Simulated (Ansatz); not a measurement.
# SrTiO2: what the fields show

Input

```
crystal:
  lattice:
    - [4.1801875393, 0.0, 0.0]
    - [-2.0900937697, 3.6201486016, 0.0]
    - [0.0, 0.0, 7.951611346]
  atoms:
    - { symbol: Sr, position: [0.0, 0.0, 0.5] }
    - { symbol: Ti, position: [0.0, 0.0, 0.0], spin: 2.68 }
    - { symbol: O, position: [0.3333333333, 0.6666666667, 0.5], spin: 1.02 }
    - { symbol: O, position: [0.6666666667, 0.3333333333, 0.5], spin: 1.02 }
basis:
  ecutwfc: 420
kpoints:
  mp_grid: { grid: [12, 12, 6] }
hamiltonian:
  xc: pbe
scf:
  occupations: { method: gaussian, width: 0.1 }
output:
  forces: true
  stress: true
  eigenvalues: true
  populations: true
  write_density: true
  write_potential: true
  elf: true
  volumetric_format: npy
magnetization:
  spin_polarized: true
relax:
  adjacent_minimum: "off"
  f_tol: 0.01
  max_steps: 80
  cell: { stress_tol: 0.05 }
```

Command:

```sh
ansatz run input.yaml --threads 1 --pin off --max-ram 2560MiB --backend cpu --events-out ev --progress --plain --runs-dir out
```

Below, planes, directions and counts refer to the conventional cell (a = 4.18 Å, b = 4.18 Å, c = 7.95 Å, α = 90.00°, β = 90.00°, γ = 120.00°).

The fields are those of the run's last geometry, not of the input's.

Space group P6/mmm; a structure generated by program, which may or may not match a known phase; spin-polarised.

Level of theory: DFT PBE, scalar-relativistic, plane waves, PAW in Ansatz 0.2.0.

Core electrons are frozen (PAW), and the valence fields are smoothed inside the atomic spheres.

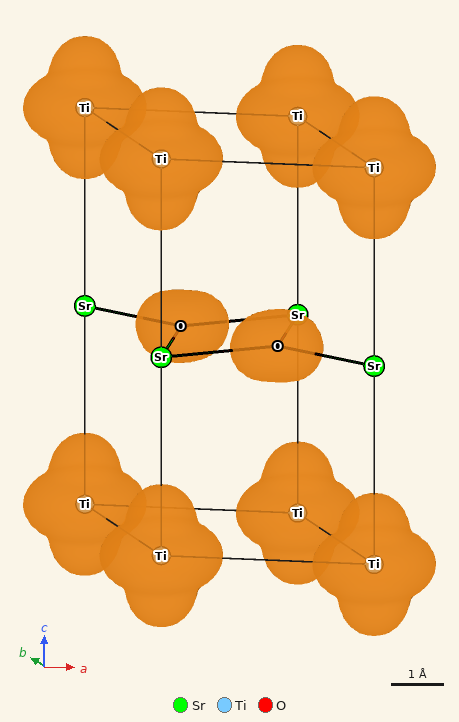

Figure 1. Isosurfaces of the magnetisation density (up minus down) at +0.08 (orange) and −0.08 e/Å³ (purple), seen slightly off an axis. Sticks mark near contacts.

Q: Which atoms carry the moments, and with what signs?

A: The spin density sits on Ti: +2.4 μB; O: +0.9 μB (×2) in one cell of 4 atoms: parallel moments (a ferromagnetic arrangement) in this solution. The cell of the calculation (4 atoms) carries 4.7 μB of net spin moment. Only one sign reaches the isovalue.

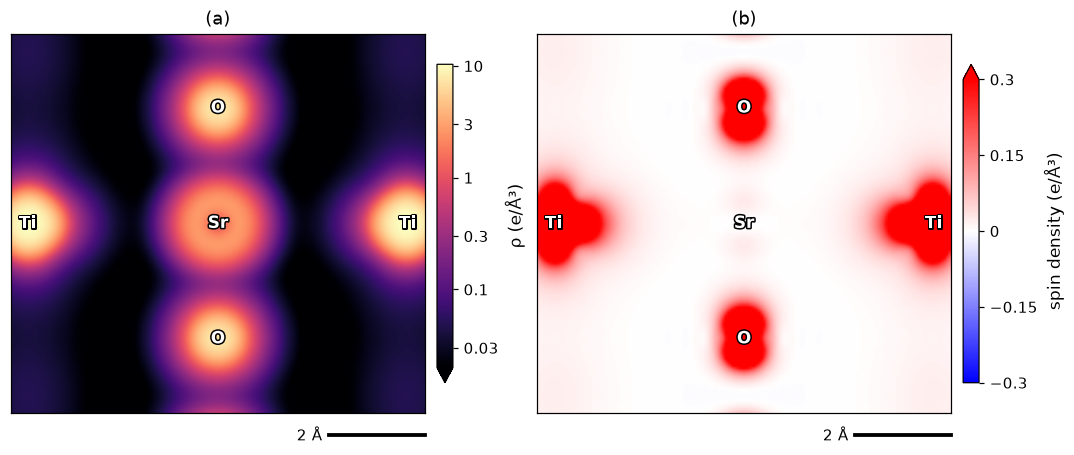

Figure 2. (a) valence charge density (pseudo); (b) spin density (up minus down) on the (110) plane of the conventional cell.

Q: Describe what can be read from this map.

A:
- The section cuts through Sr, Ti and O sites.
- Sr–O (2.41 Å): ρ is about 0.3 e/Å³ halfway.
- Sr–Ti (3.98 Å): ρ is about 0.03 e/Å³ halfway.
- Between the atoms the lowest density in this plane is 0.01 e/Å³.

Q: Metal or insulator at this level of theory?

A: It is metallic or semimetallic at this level of theory: no gap opens; semilocal functionals without U, or without the true magnetic order, often close the gap of such compounds.
